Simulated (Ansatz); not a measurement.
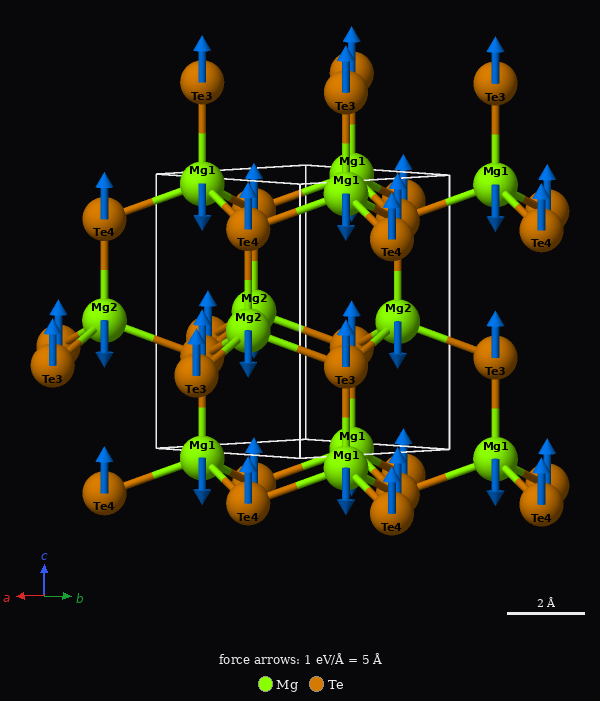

A changed version of solid MgTe (set up in P6_3mc), with the computed forces as blue arrows. Besides, all lengths are scaled by −2.0 % (volume −6.0 %). The picture is a ball-and-stick view of the cell of the calculation, repeated 2 × 2 × 1 with one cell outlined, seen from a free direction.

The calculation used Ansatz, DFT, PBEsol, PAW with Ansatz's default frozen-core files, scalar-relativistic. Settings: plane-wave cutoff 420 eV; k-point mesh 10 × 10 × 6; occupations fermi dirac; smearing width 0.05 eV; no spin polarisation.

> Describe the distortion and the response.

The atoms keep their fractional coordinates. No relaxation follows. Some distances before and after: Mg–Te 2.792 → 2.735 Å, Mg–Te 2.736 → 2.680 Å. The space group stays P6_3mc (No. 186). The energy rises by 21.2 meV per atom. The pressure goes from 0.4 to 3.1 GPa. The principal stresses (compression positive) are 4.1 GPa along c and 2.6 GPa across it. The largest forces, 0.25 eV/Å, act on Mg1, Mg2, Te3 and Te4; on Te3 it points along +c.
